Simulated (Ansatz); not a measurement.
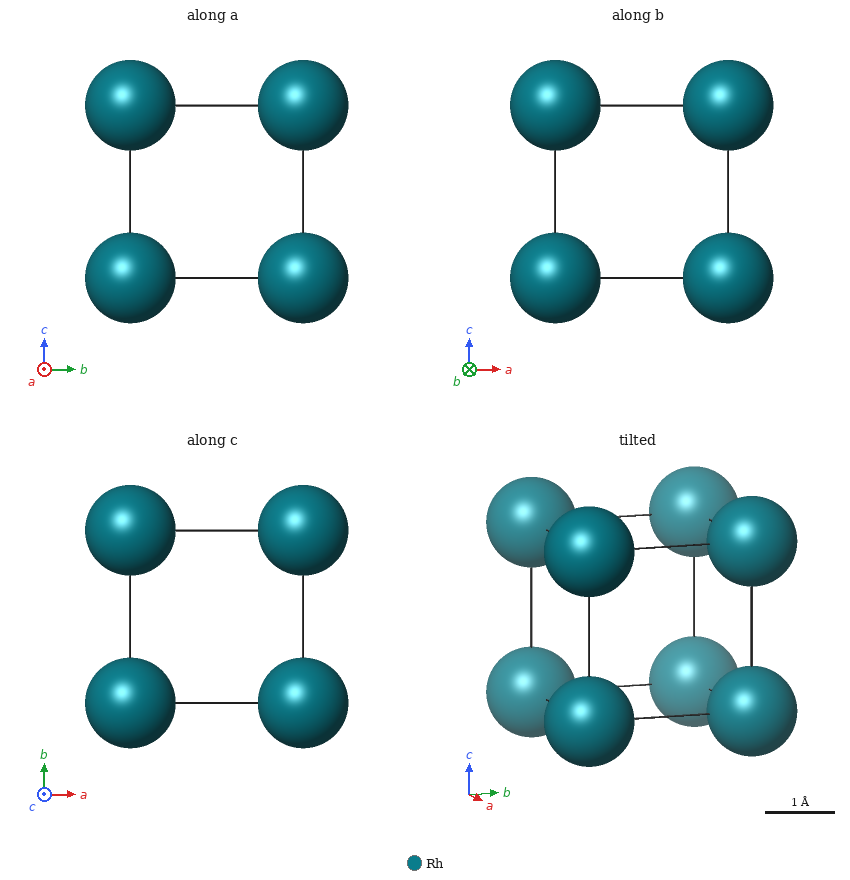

This spheres-only model is shown along the a axis, along the b axis, along the c axis and slightly off an axis. Lines trace the edges of the conventional unit cell.

Lattice parameters: a = 2.5125 Å, b = 2.5125 Å, c = 2.5125 Å, α = 90.000°, β = 90.000°, γ = 90.000°.

### Transcribe the picture into a CIF in P1 with every atom of the cell.

```cif
data_structure
_symmetry_space_group_name_H-M 'P 1'
_symmetry_Int_Tables_number 1
_cell_length_a 2.5125
_cell_length_b 2.5125
_cell_length_c 2.5125
_cell_angle_alpha 90.000
_cell_angle_beta 90.000
_cell_angle_gamma 90.000
_cell_volume 15.86
loop_
_atom_site_label
_atom_site_type_symbol
_atom_site_fract_x
_atom_site_fract_y
_atom_site_fract_z
_atom_site_occupancy
Rh1 Rh 0.0000 0.0000 0.0000 1
```

It goes back to a structure type filled with this element by a generator (whether the element takes this form wasn't checked). It is drawn as it came out of a relaxation with DFT, m-r2SCAN, plane waves (500 eV) with PAW, scalar-relativistic (Ansatz 0.2.0).
